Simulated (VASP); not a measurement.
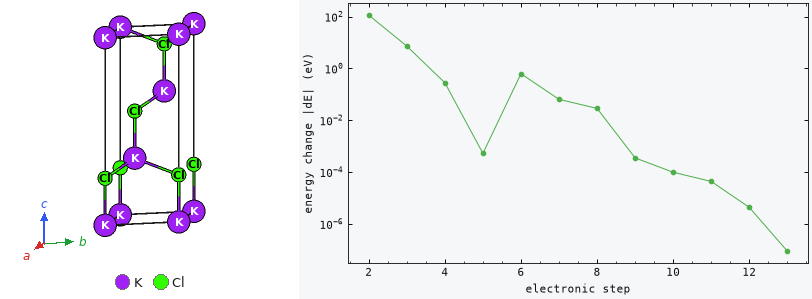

Beside the plot: the structure in its conventional cell.

The plot shows the electronic steps of a calculation: energy change |dE|.

KCl (2 atoms in the cell), run with VASP.

INCAR
```
ENCUT = 520.000000
SIGMA = 0.020000
EDIFF = 1.00e-07
GGA = PE
PREC = Accurate
IBRION = -1
ISIF = 2
ISMEAR = -1
NBANDS = 15
NSW = 0
LASPH = .TRUE.
LCHARG = .FALSE.
LWAVE = .FALSE.
LREAL = .FALSE.
NELM = 91
```

KPOINTS
```
KPOINTS created by Atomic Simulation Environment
0
Gamma
1 1 1
0 0 0
```

POSCAR
```
K  Cl
 1.0000000000000000
    -0.0116909428000000    3.4955918876999998    3.4955918876999998
     3.4955918876999998   -0.0116909428000000    3.4955918876999998
     3.4955918876999998    3.4955918876999998   -0.0116909428000000
 K   Cl
   1   1
Cartesian
 -0.0015126629294880 -0.0015126629294880 -0.0015126629294880
  1.7463858710794884  1.7463858710794884  1.7463858710794884
```

**Did the calculation converge?**

The run converged; it took 13 steps. The energy change comes down, with one marked jump up, by about 3 orders of magnitude, at step 6. The jump at step 6 comes where the charge density, held fixed for the first 5 steps, starts to be updated.

**What is the energy change at the start and at the end?**

It starts near 100 and ends near 9 × 10⁻⁸ eV.

**Is anything amiss with this input?**

The input holds a fault (one k point for a small cell). The SCF closed all the same, which doesn't make the results meaningful for the real system.
